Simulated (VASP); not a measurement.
Run report: SiC, geometry relaxation

System: SiC (2 atoms in the cell).
Method: Kohn-Sham DFT of a periodic cell, r2SCAN, VASP PAW PBE potentials, recommended, no spin polarisation (VASP 6.6.1).

The structure derives from an entry of the Crystallography Open Database.

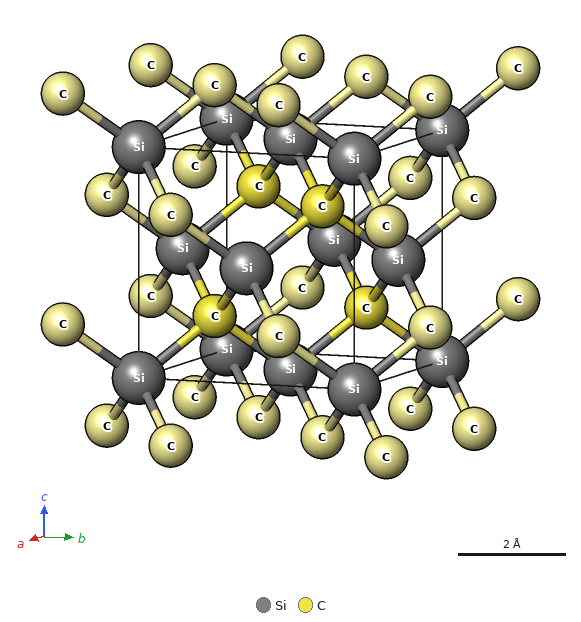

Fig. 1: The starting structure (ball-and-stick view of the cell 4 times as large as that of the calculation, set on its symmetry axes, seen slightly off an axis; neighbours outside the cell are drawn fainter).

INCAR:
```
  ALGO = Normal
  EDIFF = 1E-7
  EDIFFG = -0.01
  ENCUT = 600
  IBRION = 2
  ISIF = 2
  ISMEAR = 0
  LASPH = True
  LCHARG = False
  LMIXTAU = True
  LREAL = False
  LWAVE = False
  METAGGA = R2SCAN
  NELM = 80
  NSW = 40
  PREC = Accurate
  SIGMA = 0.03
```

KPOINTS:
```
k-points
0
Gamma
  10 10 10
```

POSCAR:
```
SiC                                     
1.0
    0.0000000000      2.1914614407      2.1914614407
    2.1914614407      0.0000000000      2.1914614407
    2.1914614407      2.1914614407      0.0000000000
  Si              C             
     1     1
Direct
     0.0000000000000000    0.0000000000000000    0.0000000000000000
     0.2500000000000000    0.2500000000000000    0.2500000000000000
```

Machine: 1 thread of Intel Xeon @ 2.50GHz (Skylake/Cascade Lake), 96 GiB of memory available, shared host.

Command:
```bash
cat potpaw_PBE.64/Si/POTCAR potpaw_PBE.64/C/POTCAR > POTCAR
mpirun -np 1 vasp_std > vasp.out
```

OSZICAR:
```
N       E                     dE             d eps       ncg     rms          rms(c)
DAV:   1     0.270274673594E+01    0.27027E+01   -0.47390E+03   784   0.980E+02
DAV:   2    -0.218630941562E+02   -0.24566E+02   -0.23642E+02  1096   0.119E+02
DAV:   3    -0.222888495059E+02   -0.42576E+00   -0.42576E+00   856   0.194E+01
DAV:   4    -0.222901958188E+02   -0.13463E-02   -0.13463E-02  1216   0.126E+00
DAV:   5    -0.222901962931E+02   -0.47428E-06   -0.47428E-06   864   0.191E-02    0.900E+00
DAV:   6    -0.191394235467E+02    0.31508E+01   -0.59551E+00  1008   0.154E+01    0.516E+00
DAV:   7    -0.190909190021E+02    0.48505E-01   -0.68138E-01   968   0.560E+00    0.190E+00
DAV:   8    -0.191213772615E+02   -0.30458E-01   -0.37526E-01   776   0.557E+00    0.141E+00
DAV:   9    -0.193104326044E+02   -0.18906E+00   -0.56064E-02   808   0.259E+00    0.534E-01
DAV:  10    -0.193132091028E+02   -0.27765E-02   -0.64168E-03   912   0.936E-01    0.286E-01
DAV:  11    -0.193247633138E+02   -0.11554E-01   -0.49342E-03   776   0.857E-01    0.379E-02
DAV:  12    -0.193233140101E+02    0.14493E-02   -0.20249E-03   824   0.456E-01    0.790E-02
DAV:  13    -0.193234616765E+02   -0.14767E-03   -0.29758E-04   840   0.131E-01    0.523E-02
DAV:  14    -0.193237967335E+02   -0.33506E-03   -0.90456E-05   784   0.105E-01    0.622E-03
DAV:  15    -0.193237961785E+02    0.55505E-06   -0.37107E-06  1144   0.232E-02    0.573E-03
DAV:  16    -0.193237977375E+02   -0.15590E-05   -0.41170E-07   896   0.630E-03    0.330E-03
DAV:  17    -0.193237986573E+02   -0.91987E-06   -0.13509E-06   848   0.809E-03    0.331E-03
DAV:  18    -0.193237988192E+02   -0.16190E-06   -0.81584E-08   416   0.312E-03    0.662E-04
DAV:  19    -0.193237987798E+02    0.39466E-07   -0.12913E-08   384   0.122E-03
   1 F= -.19323799E+02 E0= -.19323799E+02  d E =-.193238E+02
```

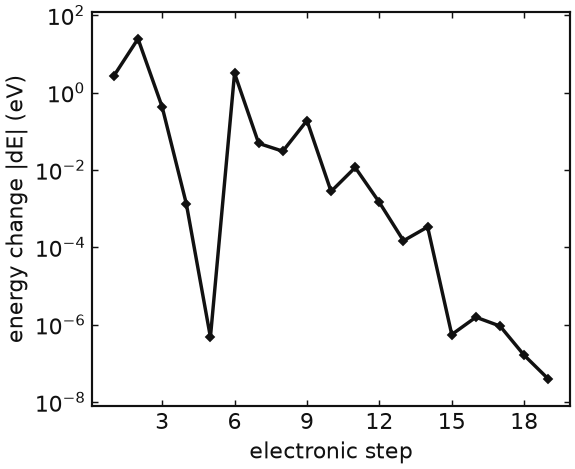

Fig. 2: Convergence of the self-consistent field: energy change |dE| against the electronic step. It takes 19 electronic steps. The density is held fixed in the first few steps, and dE rises again when its update begins.

Parts of OUTCAR:
```
EDIFF = 1E-7
   EDIFFG = -0.01
   ENCUT = 600
   IBRION = 2
   ISIF = 2
   ISMEAR = 0
   LASPH = True
   LREAL = False
   METAGGA = R2SCAN
   NELM = 80
   NSW = 40
   PREC = Accurate

 ion  position               nearest neighbor table
   1  0.000  0.000  0.000-   2 1.90   2 1.90   2 1.90   2 1.90
   2  0.250  0.250  0.250-   1 1.90   1 1.90   1 1.90   1 1.90

  LATTYP: Found a face centered cubic cell.
 ALAT       =     4.3829228814

  Lattice vectors:

 A1 = (   0.0000000000,   2.1914614407,   2.1914614407)
 A2 = (   2.1914614407,   0.0000000000,   2.1914614407)
 A3 = (   2.1914614407,   2.1914614407,   0.0000000000)

Analysis of symmetry for initial positions (statically):
=====================================================================
 Subroutine PRICEL returns:
 Original cell was already a primitive cell.

 Routine SETGRP: Setting up the symmetry group for a
 face centered cubic supercell.

 Subroutine GETGRP returns: Found 24 space group operations
 (whereof 24 operations were pure point group operations)
 out of a pool of 48 trial point group operations.

The static configuration has the point symmetry T_d .

Analysis of symmetry for dynamics (positions and initial velocities):
=====================================================================
 Subroutine PRICEL returns:
 Original cell was already a primitive cell.

 Routine SETGRP: Setting up the symmetry group for a
 face centered cubic supercell.

 Subroutine GETGRP returns: Found 24 space group operations
 (whereof 24 operations were pure point group operations)
 out of a pool of 48 trial point group operations.

The dynamic configuration has the point symmetry T_d .

 Subroutine INISYM returns: Found 24 space group operations
 (whereof 24 operations are pure point group operations),
 and found     1 'primitive' translations

----------------------------------------------------------------------------------------

                                     Primitive cell

  volume of cell :      21.0490

  direct lattice vectors                    reciprocal lattice vectors
     0.000000000  2.191461441  2.191461441    -0.228158247  0.228158247  0.228158247
     2.191461441  0.000000000  2.191461441     0.228158247 -0.228158247  0.228158247
     2.191461441  2.191461441  0.000000000     0.228158247  0.228158247 -0.228158247

  length of vectors
     3.099194491  3.099194491  3.099194491     0.395181675  0.395181675  0.395181675

  position of ions in fractional coordinates (direct lattice)
     0.000000000  0.000000000  0.000000000
     0.250000000  0.250000000  0.250000000

  ion indices of the primitive-cell ions
   primitive index   ion index
                 1           1
                 2           2

----------------------------------------------------------------------------------------

 KPOINTS: k-points

Automatic generation of k-mesh.
 Grid dimensions read from file:
 generate k-points for:   10   10   10

 Generating k-lattice:

  Cartesian coordinates                     Fractional coordinates (reciprocal lattice)
    -0.022815825  0.022815825  0.022815825     0.100000000  0.000000000  0.000000000
     0.022815825 -0.022815825  0.022815825     0.000000000  0.100000000  0.000000000
     0.022815825  0.022815825 -0.022815825     0.000000000  0.000000000  0.100000000

  Length of vectors
     0.039518168  0.039518168  0.039518168

  Shift w.r.t. Gamma in fractional coordinates (k-lattice)
     0.000000000  0.000000000  0.000000000

 Subroutine IBZKPT returns following result:
 ===========================================

 Found     47 irreducible k-points:

 Following reciprocal coordinates:
            Coordinates               Weight
  0.000000  0.000000  0.000000      1.000000
  0.100000  0.000000  0.000000      8.000000
  0.200000  0.000000  0.000000      8.000000
  0.300000  0.000000  0.000000      8.000000
  0.400000  0.000000  0.000000      8.000000
  0.500000  0.000000  0.000000      4.000000
  0.100000  0.100000  0.000000      6.000000
  0.200000  0.100000  0.000000     24.000000
  0.300000  0.100000  0.000000     24.000000
  0.400000  0.100000  0.000000     24.000000
  0.500000  0.100000  0.000000     24.000000
 -0.400000  0.100000  0.000000     24.000000
 -0.300000  0.100000  0.000000     24.000000
 -0.200000  0.100000  0.000000     24.000000
 -0.100000  0.100000  0.000000     12.000000
  0.200000  0.200000  0.000000      6.000000
  0.300000  0.200000  0.000000     24.000000
  0.400000  0.200000  0.000000     24.000000
  0.500000  0.200000  0.000000     24.000000
 -0.400000  0.200000  0.000000     24.000000
 -0.300000  0.200000  0.000000     24.000000
 -0.200000  0.200000  0.000000     12.000000
  0.300000  0.300000  0.000000      6.000000
  0.400000  0.300000  0.000000     24.000000
 [... further k-points ...]
   k-points           NKPTS =     47   k-points in BZ     NKDIM =     47   number of bands    NBANDS=      8
   number of dos      NEDOS =    301   number of ions     NIONS =      2
   total plane-waves  NPLWV =  21952
   dimension x,y,z NGX =    28 NGY =   28 NGZ =   28
   dimension x,y,z NGXF=    56 NGYF=   56 NGZF=   56
   ions per type =               1   1
   NGX,Y,Z   is equivalent  to a cutoff of  15.02, 15.02, 15.02 a.u.
   NGXF,Y,Z  is equivalent  to a cutoff of  30.04, 30.04, 30.04 a.u.
 SYSTEM =  unknown system
   PREC   = accura    normal or accurate (medium, high low for compatibility)
   ISTART =      0    job   : 0-new  1-cont  2-samecut
   ICHARG =      2    charge: 1-file 2-atom 10-const
   ISPIN  =      1    spin polarized calculation?
   LNONCOLLINEAR =      F non collinear calculations
   LSORBIT =      F    spin-orbit coupling
   LASPH  =      T    aspherical Exc in radial PAW
   ENCUT  =  600.0 eV  44.10 Ry    6.64 a.u.   6.19  6.19  6.19*2*pi/ulx,y,z
   NELM   =     80;   NELMIN=  2; NELMDL= -5     # of ELM steps
   EDIFF  = 0.1E-06   stopping-criterion for ELM
   LREAL  =      F    real-space projection
   EDIFFG = -.1E-01   stopping-criterion for IOM
   NSW    =     40    number of steps for IOM
   IBRION =      2    ionic relax: 0-MD 1-quasi-New 2-CG
   NFREE  =      1    steps in history (QN), initial steepest desc. (CG)
   ISIF   =      2    stress and relaxation
   ISYM   =      2    0-nonsym 1-usesym 2-fastsym
   POTIM  = 0.5000    time-step for ionic-motion
   TEBEG  =    0.0;   TEEND  =   0.0 temperature during run
   PSTRESS=    0.0 pullay stress
   NELECT =       8.0000    total number of electrons
   NUPDOWN=      -1.0000    fix difference up-down
   EMIN   =  10.00;   EMAX   =-10.00  energy-range for DOS
   EFERMI =   0.00;   METHOD = LEGACY
   ISMEAR =     0;   SIGMA  =   0.03  broadening in eV -4-tet -1-fermi 0-gaus
   EFERMI_NEDOS =   21; number of points for ismear=-14 and -15
   IALGO  =     38    algorithm
   IMIX   =      4    mixing-type and parameters
     AMIX     =   0.40;   BMIX     =  1.00
     AMIX_MAG =   1.60;   BMIX_MAG =  1.00
  volume/ion in A,a.u.               =      10.52        71.02
  Fermi-wavevector in a.u.,A,eV,Ry     =   1.185844  2.240921 19.132875  1.406227
  Thomas-Fermi vector in A             =   2.322029
   LORBIT       =      0    0 simple, 1 ext, 2 COOP (PROOUT), +10 PAW based schemes
   METAGGA = R2SCAN    functional components
   LHFCALC =     F    Hartree Fock is set to
   AEXX    =    0.0000 exact exchange contribution
   IVDW    =     0    specifies the selected vdW correction
   LEPSILON=     F    determine dielectric tensor
   LRPA    =     F    only Hartree local field effects (RPA)
 conjugate gradient relaxation of ions
 non-spin polarized calculation
 Gauss-broadening in eV      SIGMA  =   0.03
  energy-cutoff  :      600.00
  volume of cell :       21.05
 maximum number of plane-waves:       725
 NGX is ok and might be reduce to    28
   NGX = 13   NGY = 13   NGZ = 13

 number of electron       8.0000000 magnetization

 Free energy of the ion-electron system (eV)
  ---------------------------------------------------
  ext. energy  EPLUGINS =         0.00000000
  ---------------------------------------------------
  free energy    TOTEN  =       -19.32379878 eV

  energy without entropy =      -19.32379878  energy(sigma->0) =      -19.32379878

 E-fermi :   7.9231     XC(G=0): -11.8577     alpha+bet :-16.1560

 val. band max:        7.7914869743   @ k =   0.0000   0.0000   0.0000
 cond. band min:       9.5280934327   @ k =   0.5000   0.5000   0.0000
 fundamental gap:      1.7366064585
 Fermi energy:         7.9230597238

 k-point     1 :       0.0000    0.0000    0.0000
  band No.  band energies     occupation
      1      -8.2522      2.00000
      2       7.7915      2.00000
      3       7.7915      2.00000
      4       7.7915      2.00000
      5      14.4105      0.00000
      6      15.5147      0.00000
      7      15.5147      0.00000
      8      15.5147      0.00000

 k-point     2 :       0.1000    0.0000    0.0000
  band No.  band energies     occupation
      1      -8.0525      2.00000
      2       6.7448      2.00000
      3       7.6521      2.00000
      4       7.6521      2.00000
      5      14.6920      0.00000
      6      15.7709      0.00000
      7      15.7709      0.00000
      8      15.8329      0.00000

 k-point     3 :       0.2000    0.0000    0.0000
  band No.  band energies     occupation
      1      -7.4635      2.00000
      2       4.5517      2.00000
      3       7.3313      2.00000
      4       7.3313      2.00000
      5      14.4056      0.00000
      6      16.1553      0.00000
      7      16.1553      0.00000
      8      17.1600      0.00000

 k-point     4 :       0.3000    0.0000    0.0000
  band No.  band energies     occupation
      1      -6.5267      2.00000
      2       2.1730      2.00000
      3       6.9998      2.00000
      4       6.9998      2.00000
      5      13.9910      0.00000
      6      16.0247      0.00000
      7      16.0247      0.00000
      8      18.2598      0.00000

 k-point     5 :       0.4000    0.0000    0.0000
  band No.  band energies     occupation
      1      -5.3874      2.00000
      2       0.0887      2.00000
      3       6.7694      2.00000
      4       6.7694      2.00000
      5      13.7129      0.00000
      6      15.6401      0.00000
      7      15.6401      0.00000
      8      18.6180      0.00000

 [... the levels of 18 k-points are left out ...]

 k-point    24 :       0.4000    0.3000    0.0000
  band No.  band energies     occupation
      1      -5.0646      2.00000
      2       1.9757      2.00000
      3       4.5541      2.00000
      4       5.0726      2.00000
      5      11.0701      0.00000
      6      13.8750      0.00000
      7      20.0944      0.00000
      8      20.4229      0.00000

 [... further k-points ...]

------------------------ aborting loop because EDIFF is reached ----------------------------------------

  FORCE on cell =-STRESS in cart. coord.  units (eV):
  Direction    XX          YY          ZZ          XY          YZ          ZX
  --------------------------------------------------------------------------------------
  -------------------------------------------------------------------------------------
  Total       -0.5699866     -0.5699866     -0.5699866      0.0000000      0.0000000     -0.0000000
  in kB      -43.3854097    -43.3854097    -43.3854097      0.0000000      0.0000000     -0.0000000
  external PRESSURE =     -43.3854097 kB  Pullay stress =       0.0000000 kB

 VOLUME and BASIS-vectors are now :
 -----------------------------------------------------------------------------
  energy-cutoff  :      600.00
  volume of cell :       21.05
      direct lattice vectors                 reciprocal lattice vectors
     0.000000000  2.191461441  2.191461441    -0.228158247  0.228158247  0.228158247
     2.191461441  0.000000000  2.191461441     0.228158247 -0.228158247  0.228158247
     2.191461441  2.191461441  0.000000000     0.228158247  0.228158247 -0.228158247

 POSITION                                       TOTAL-FORCE (eV/Angst)
 -----------------------------------------------------------------------------------
      0.00000      0.00000      0.00000        -0.000000     -0.000000     -0.000000
      1.09573      1.09573      1.09573         0.000000      0.000000      0.000000
 -----------------------------------------------------------------------------------
    total drift:                               -0.000000     -0.000000     -0.000000

  FREE ENERGIE OF THE ION-ELECTRON SYSTEM (eV)
  ---------------------------------------------------
  free  energy   TOTEN  =       -19.3237987798 eV

  energy  without entropy=      -19.3237987798  energy(sigma->0) =      -19.32379878

 reached required accuracy - stopping structural energy minimisation
```

CONTCAR:
```
SiC
   1.00000000000000
     0.0000000000000000    2.1914614406999999    2.1914614406999999
     2.1914614406999999    0.0000000000000000    2.1914614406999999
     2.1914614406999999    2.1914614406999999    0.0000000000000000
  Si              C
     1     1
Direct
     0.0000000000000000    0.0000000000000000    0.0000000000000000
     0.2500000000000000    0.2500000000000000    0.2500000000000000

  0.00000000E+00  0.00000000E+00  0.00000000E+00
  0.00000000E+00  0.00000000E+00  0.00000000E+00
```

Summary:

| quantity | value |
| --- | --- |
| outcome | converged |
| space group (tolerance 0.01 Å) | F-43m (216) |
| electrons treated | 8 |
| free energy | −19.3238 eV |
| Fermi energy | 7.923 eV |
| gap on the k-point mesh | 1.74 eV |
| pressure | −4.34 GPa |
| final volume | 21.05 Å³ |
| largest force (length of the vector) | under 0.001 eV/Å |
| wall time | 82 s |
| peak memory | 0.15 GiB |
